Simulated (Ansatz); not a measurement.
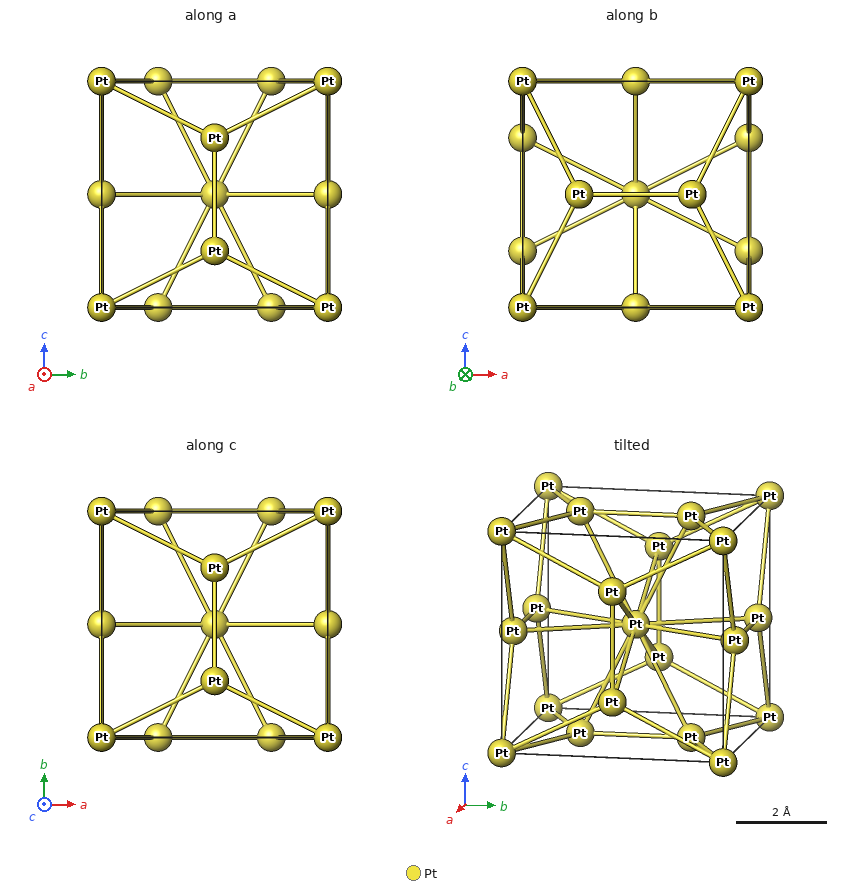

Crystal structure, ball-and-stick style, seen along the a axis, along the b axis, along the c axis and slightly off an axis. The conventional unit cell is outlined; an atom on or near a face, edge or corner is repeated at each equivalent position.

Lattice parameters: a = 5.063 Å, b = 5.063 Å, c = 5.063 Å, α = 90.00°, β = 90.00°, γ = 90.00°. Put a along x and b in the xy plane.

> Record the structure as a POSCAR file.

```
Pt
1.0
     5.063    0.000    0.000
     0.000    5.063    0.000
     0.000    0.000    5.063
Pt
8
Direct
  0.5000 0.5000 0.5000
  0.0000 0.0000 0.0000
  0.2500 0.0000 0.5000
  0.5000 0.2500 0.0000
  0.5000 0.7500 0.0000
  0.7500 0.0000 0.5000
  0.0000 0.5000 0.7500
  0.0000 0.5000 0.2500
```

Origin of the cell: a textbook structure type filled with this element (whether it is the usual form wasn't checked). What is shown is the relaxed result from Ansatz 0.2.0, DFT PBE, scalar-relativistic, plane waves, PAW.
